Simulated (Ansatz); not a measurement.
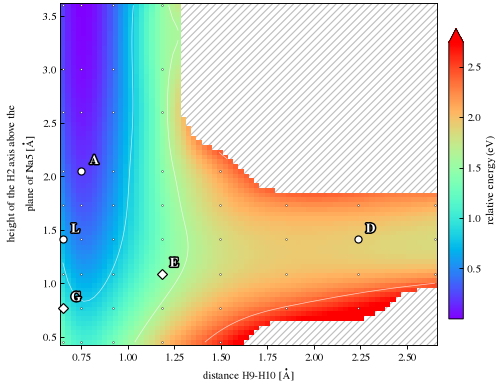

H₂ on a Na(110) slab cut from the Im-3m phase, its upper half relaxed before the scan (8 atoms of substrate and one adsorbate in a 2 × 2 cell). H2 lies flat over one site of a rigid substrate while its bond length and height are varied; it sits over a hollow site, heights counted from the top plane, its axis along the first surface vector. First axis: distance H9-H10. Second axis: height of the H2 axis above the plane of Na5. The grid has 8 × 9 points. At 19 points there is no value (left out: too close to the surface, or the stretched molecule far from it). Points are written as (first, second). All energies are given in eV relative to the lowest grid point. Method: Ansatz 0.2.0, DFT PBE, scalar-relativistic, plane waves, PAW. Settings: cutoff 420 eV, k-mesh 4×4×1, gaussian smearing 0.1 eV, no spin polarisation.

The picture shows a smooth colour map with a few white contour lines, dots at the grid points, one colour for all values above the top of the scale, hatched blanks where no value was computed, lettered points. Between grid points the surface is interpolated.

Q: Is E the lowest point of the computed grid?

A: No. E lies 1.42 eV above the lowest grid point, which is at (0.750 Å, 3.60 Å).

Q: Rank the lettered points by energy, lowest first.

A: A (0.21 eV), L (0.68 eV), G (1.09 eV), E (1.42 eV), D (1.92 eV).
